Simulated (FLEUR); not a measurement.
## Energy of PbSe along an even scaling of the cell

System: PbSe (2 atoms in the cell).
Method: Kohn-Sham DFT of a periodic cell, PBE, all-electron, no spin polarisation (FLEUR MaX-R8.1 (later development tree)).

The 7 runs differ only in the geometry, by an even scaling of the cell at fixed fractional positions. The structure derives from an entry of the Crystallography Open Database.

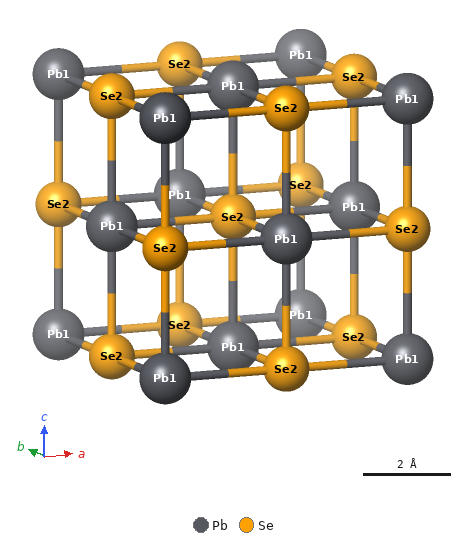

Figure 1. The structure of run 4 (ball-and-stick view of the cell 4 times as large as that of the calculation, set on its symmetry axes, seen slightly off an axis; atoms are numbered from 1 in the order of the input).

**Input of run 4**
```
<?xml version="1.0" encoding="UTF-8" standalone="no"?>
<fleurInput fleurInputVersion="0.39">
   <comment>
      PbSe                                                                                                
   </comment>
   <calculationSetup>
      <cutoffs Kmax="4.1" Gmax="12.7" GmaxXC="12.7" numbands="0"/>
      <scfLoop itmax="60" minDistance="0.00001" maxIterBroyd="15" imix="Anderson" alpha="0.05" precondParam="0.0" spinf="2.0" sdNocoIR="T"/>
      <coreElectrons ctail="T" frcor="F" kcrel="0" coretail_lmax="0"/>
      <xcFunctional name="pbe" relativisticCorrections="F"/>
      <magnetism jspins="1"/>
      <soc l_soc="F" theta="0.0" phi="0.0" spav="F"/>
      <expertModes spex="0" secvar="F"/>
      <geometryOptimization l_f="T" forcealpha="1.0" forcemix="BFGS" epsdisp="0.0005" epsforce="0.0002"/>
      <ldaU l_linMix="F" mixParam="0.05" spinf="1.0"/>
   </calculationSetup>
   <cell>
      <bzIntegration valenceElectrons="36.0" mode="hist" fermiSmearingEnergy="0.00183747">
         <kPointListSelection listName="default-1"/>
         <!-- k-points included here -->
         <xi:include xmlns:xi="http://www.w3.org/2001/XInclude" href="kpts.xml"> </xi:include>
      </bzIntegration>
      <!-- symmetry operations included here -->
      <xi:include xmlns:xi="http://www.w3.org/2001/XInclude" href="sym.xml"> </xi:include>
      <bulkLattice scale="1.0">
         <bravaisMatrix>
            <row-1>    0.0000000000000000     5.7837902632569893     5.7837902632569893</row-1>
            <row-2>    5.7837902632569893     0.0000000000000000     5.7837902632569893</row-2>
            <row-3>    5.7837902632569893     5.7837902632569893     0.0000000000000000</row-3>
         </bravaisMatrix>
      </bulkLattice>
   </cell>
   <atomSpecies>
      <species name="Lead (Pb)" element="Pb" atomicNumber="82">
         <mtSphere radius="2.66" gridPoints="879" logIncrement="0.015"/>
         <atomicCutoffs lmax="11" lnonsphr="8"/>
         <electronConfig flipSpins="F">
            <coreConfig>(1s1/2) (2s1/2) (2p1/2) (2p3/2) (3s1/2) (3p1/2) (3p3/2) (4s1/2) (3d3/2) (3d5/2) (4p1/2) (4p3/2) (4d3/2) (4d5/2) (4f5/2) (4f7/2) (5s1/2)</coreConfig>
            <valenceConfig>(5p1/2) (5p3/2) (6s1/2) (5d3/2) (5d5/2) (6p1/2) (6p3/2)</valenceConfig>
            <stateOccupation state="(6p1/2)" spinUp="0.333333" spinDown="0.333333"/>
            <stateOccupation state="(6p3/2)" spinUp="0.666667" spinDown="0.666667"/>
         </electronConfig>
         <energyParameters s="6" p="6" d="5" f="5"/>
         <lo type="SCLO" l="1" n="5" eDeriv="0"/>
         <lo type="SCLO" l="1" n="5" eDeriv="1"/>
         <lo type="SCLO" l="0" n="6" eDeriv="2"/>
         <lo type="SCLO" l="2" n="5" eDeriv="2"/>
         <lo type="SCLO" l="3" n="5" eDeriv="2"/>
      </species>
      <species name="Selenium (Se)" element="Se" atomicNumber="34">
         <mtSphere radius="2.39" gridPoints="813" logIncrement="0.015"/>
         <atomicCutoffs lmax="10" lnonsphr="8"/>
         <electronConfig flipSpins="F">
            <coreConfig>(1s1/2) (2s1/2) (2p1/2) (2p3/2) (3s1/2) (3p1/2) (3p3/2)</coreConfig>
            <valenceConfig>(3d3/2) (3d5/2) (4s1/2) (4p1/2) (4p3/2)</valenceConfig>
            <stateOccupation state="(4p1/2)" spinUp="0.666667" spinDown="0.666667"/>
            <stateOccupation state="(4p3/2)" spinUp="1.333333" spinDown="1.333333"/>
         </electronConfig>
         <energyParameters s="4" p="4" d="4" f="4"/>
         <lo type="SCLO" l="2" n="3" eDeriv="0"/>
         <lo type="SCLO" l="0" n="4" eDeriv="2"/>
         <lo type="SCLO" l="1" n="4" eDeriv="2"/>
         <lo type="SCLO" l="3" n="4" eDeriv="2"/>
      </species>
   </atomSpecies>
   <atomGroups>
      <atomGroup species="Lead (Pb)">
         <relPos label="                   1">.0000000000 .0000000000 .0000000000</relPos>
         <force calculate="T" relaxXYZ="TTT"/>
      </atomGroup>
      <atomGroup species="Selenium (Se)">
         <relPos label="                   2">1.000/2.000 1.000/2.000 1.000/2.000</relPos>
         <force calculate="T" relaxXYZ="TTT"/>
      </atomGroup>
   </atomGroups>
   <output dos="F" band="F" slice="F">
      <checks vchk="F" cdinf="F"/>
      <bandDOS minEnergy="-.5*Htr" maxEnergy="0.5*Htr" sigma="0.015" storeEVData="T"/>
      <vacuumDOS vacdos="F" integ="F" star="F" nstars="0" locx1="0.0" locy1="0.0" locx2="0.0" locy2="0.0" nstm="0" tworkf="0.0"/>
      <unfoldingBand unfoldBand="F" supercellX="1" supercellY="1" supercellZ="1"/>
      <plotting iplot="0" polar="F">
         <plot TwoD="T" vec1="  1.0  0.0  0.0" vec2="  0.0  1.0  0.0" vec3="  0.0  0.0  1.0" zero="  0.0  0.0  0.0" file="plot"/>
      </plotting>
      <chargeDensitySlicing numkpt="0" minEigenval="0.0" maxEigenval="0.0" nnne="0" pallst="F"/>
      <specialOutput eonly="F"/>
      <moessbauerParams electricFieldGradient="T" isomerShift="T" coreHyperfine="T" valenceHyperfine="T"/>
      <magneticCircularDichroism mcd="F" energyLo="-10.0" energyUp="0.0"/>
   </output>
  <!-- We include the file relax.xml here to enable relaxations (see documentation) -->
  <xi:include xmlns:xi="http://www.w3.org/2001/XInclude" href="relax.xml"> <xi:fallback/> </xi:include>
</fleurInput>
```

Command:
```bash
inpgen -f crystal.txt -profile fastHighL; fleur_MPI
```

Lattice vectors (Å) and fractional positions of run 4:
```
   0.000000    3.060650    3.060650
   3.060650    0.000000    3.060650
   3.060650    3.060650    0.000000
Pb  0.000000  0.000000  0.000000
Se  0.500000  0.500000  0.500000
```

Run 2 has the same physical settings and fractional positions; its lattice vectors (Å) are:
```
   0.000000    3.019285    3.019285
   3.019285    0.000000    3.019285
   3.019285    3.019285    0.000000
```

**Results, with one run withheld**

```tsv
run	volume per atom (Å³)	free energy per atom, from the lowest run given (meV)	gap on the mesh (eV)
1	26.951	56.37	0.06
2	27.524	?	?
3	28.097	20.67	0.22
4	28.671	9.85	0.29
5	29.244	3.06	0.35
6	29.818	0.00	0.41
7	30.391	0.23	0.47
```

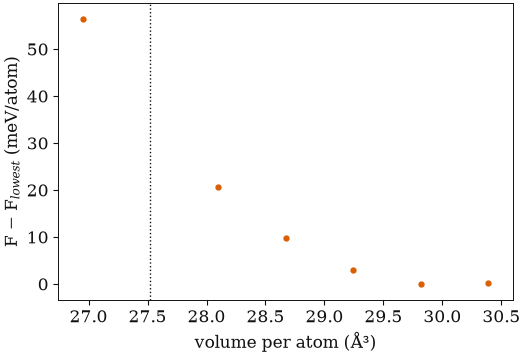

Figure 2. Free energy per atom of the runs given; the dotted line marks run 2.

What should run 2 give?

A cubic polynomial in V^(−2/3) (the Birch–Murnaghan form), fitted to the 6 runs given, misses them by at most 0.02 meV per atom. With x = V^(−2/3) − 0.10637 Å⁻², it reads F = 7.6323 + 5420.2 x + 9.3122e+05 x² + 1.4803e+06 x³ (meV per atom). At run 2 it gives 36.02 meV per atom, and the run itself gives 36.06. The fit has its minimum at 30.059 Å³ per atom, where V d²F/dV² gives 46.5 GPa: the bulk modulus at this level, since symmetry fixes the shape and the positions. The gap on the mesh goes, without turning, from 0.06 eV in run 1 to 0.47 eV in run 7; run 2 has 0.15 eV. These are gaps of this functional on this mesh, which can miss the band edges; they aren't the measured gap.

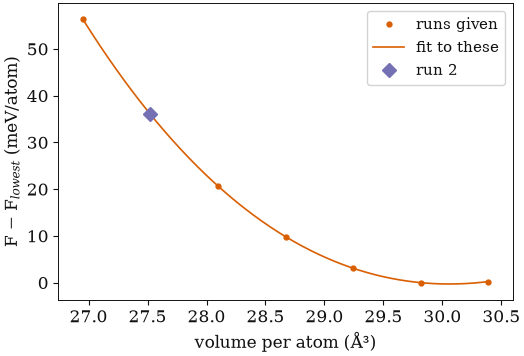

Figure 3. The fit and the withheld run.

**Output (run 2)**
```
Welcome to FLEUR        (www.flapw.de)
      MaX-Release 8.1          (www.max-centre.eu)

 ========== k-point set info ==========
 Selected k-point list: default-1
 k-point list type: mesh
 8 x 8 x 8
 Number of k points: 29

 ------------Calculation Setup---------------------------
 Number of MPI-tasks      :            1
 Number of PE/node        :            1
 Number of OMP-threads    :            1
 Most efficient MPI parallelization for:
           1          29
 Additional eigenvalue parallelization possible
 Number of basis functions:          515
 Approximate size of matrices (H+S) per k-point:         0.004 GB
 --------------------------------------------------------

 Iteration:     1   Distance:       9.25975193 me/bohr^3

 Iteration:     2   Distance:       8.56493172 me/bohr^3

 Iteration:     3   Distance:       4.26482716 me/bohr^3

 Iteration:     4   Distance:       1.60798648 me/bohr^3

 Iteration:     5   Distance:       0.97830130 me/bohr^3

 Iteration:     6   Distance:       0.10101493 me/bohr^3

 Iteration:     7   Distance:       0.09306101 me/bohr^3

 Iteration:     8   Distance:       0.01995499 me/bohr^3

 Iteration:     9   Distance:       0.00605302 me/bohr^3

 Iteration:    10   Distance:       0.00503539 me/bohr^3

 Iteration:    11   Distance:       0.00138309 me/bohr^3

 Iteration:    12   Distance:       0.00023651 me/bohr^3

 Iteration:    13   Distance:       0.00019730 me/bohr^3

 Iteration:    14   Distance:       0.00001664 me/bohr^3

 Iteration:    15   Distance:       0.00000484 me/bohr^3

 ********************************************************************
 Run finished successfully
 Stop message:
   all done
 ********************************************************************
```

Notes: Spin–orbit coupling is left out, which matters for Pb.
